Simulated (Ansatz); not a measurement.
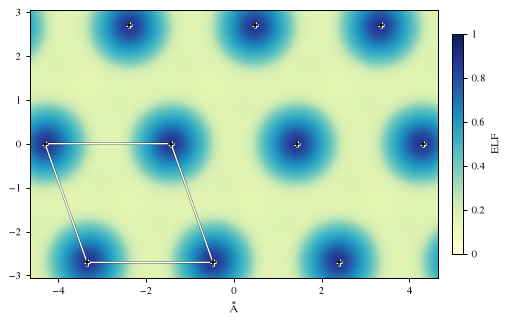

The electron localisation function on a plane through atoms (crosses mark nuclei in the plane).

All numbers below come from DFT PBEsol, scalar-relativistic, plane waves, PAW (Ansatz 0.2.0).

Candidates:
A. AlCu3, a = 5.14 Å, b = 5.14 Å, c = 4.18 Å, α = 90.00°, β = 90.00°, γ = 120.00°. Space group P6₃/mmc; a structure from a database of computed crystals, not necessarily the ambient phase; computed without spin polarisation.
B. Ag, a = 2.87 Å, b = 2.87 Å, c = 9.37 Å, α = 90.00°, β = 90.00°, γ = 109.47°. Space group Im-3m; a structure from a database of computed crystals, not necessarily the ambient phase; computed pressure about −7 GPa in this cell.
C. C2O, a = 3.74 Å, b = 3.74 Å, c = 3.74 Å, α = 90.00°, β = 90.00°, γ = 90.00°. Space group Pn-3m.

**Which candidate gave the map?**

Candidate B: Ag on the (001) plane of the calculation cell, which holds Ag. Ag–Ag (2.87 Å): the ELF is about 0.15 at the midpoint (no shared electron pair shows on this line).
